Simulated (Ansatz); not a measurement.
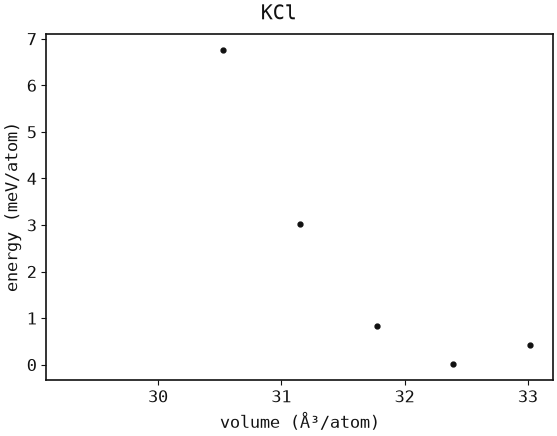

Plotted: energy against volume for KCl, space group Fm-3m (No. 225).

Cell as given: a = 4.450 Å, b = 4.450 Å, c = 4.450 Å, α = 60.00°, β = 60.00°, γ = 60.00°; 2 atoms.

How it was computed, with Ansatz 0.2.0: all-electron LAPW DFT, no spin polarisation; energies at scaled volumes of the given cell, shape and fractions fixed, counted from the fit's minimum, third-order Birch-Murnaghan fit. Level: PBE.

```tsv
setting	value
k mesh	7×7×7
occupations	Fermi–Dirac
smearing width	0.05 eV
potentials	all electron LAPW, scalar relativistic
program settings	basis error eV/atom 0.0005
```

The points at volume 29.28 Å³/atom and 29.90 Å³/atom are left out of the plot. What values does the calculation give there?

```csv
volume (Å³/atom),energy (meV/atom)
29.28,19.62
29.90,12.22
```
